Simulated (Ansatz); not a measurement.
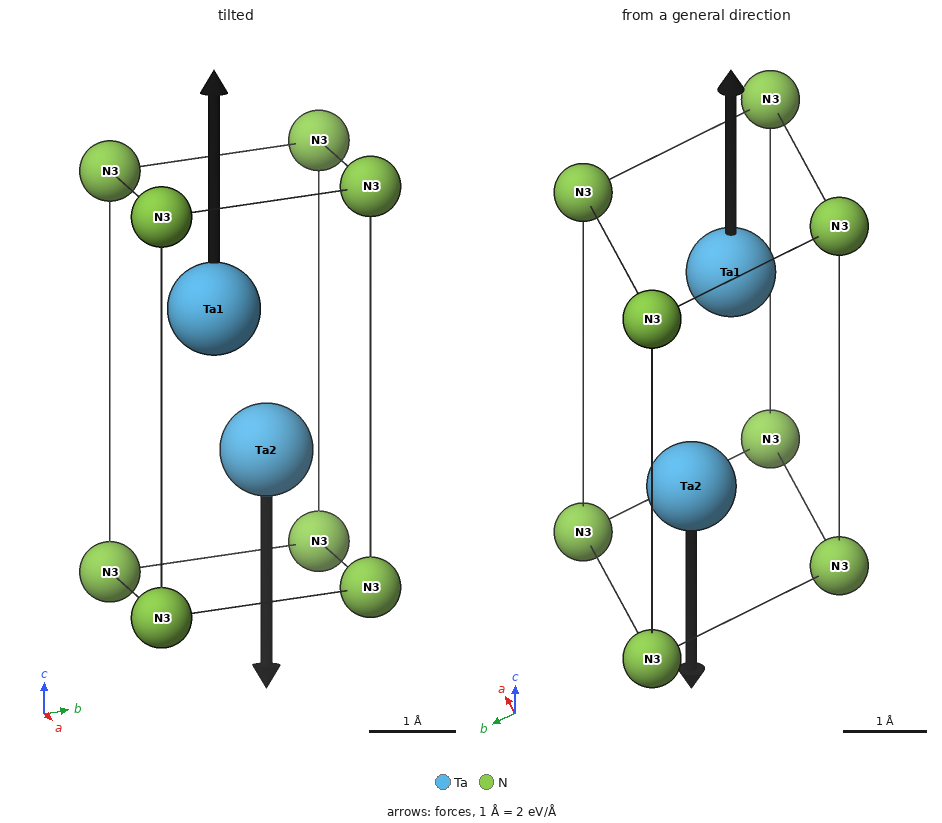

Spheres-only representation of a periodic structure, projected slightly off an axis and from a general direction. The parallelepiped is the simulation cell. The arrows are the computed forces on the atoms.

System: Ta₂N. Theory: DFT PBE, scalar-relativistic, plane waves, PAW in Ansatz 0.2.0. Numerical settings: a cutoff energy of 420 eV, k-points on a 15×15×10 grid, Gaussian smearing of 0.1 eV, no spin polarisation.

**Has this structure been optimised to equilibrium?**

No. The atoms still feel forces of up to about 4.6 eV/Å, far above a usual threshold of 0.01 to 0.03 eV/Å.

**Name the atom under the greatest force.**

Ta1 and Ta2, about 4.6 eV/Å.

It goes back to a structure listed in the Materials Project. The cell was then strained or its atoms displaced on purpose. A calculation with Ansatz used it as input.
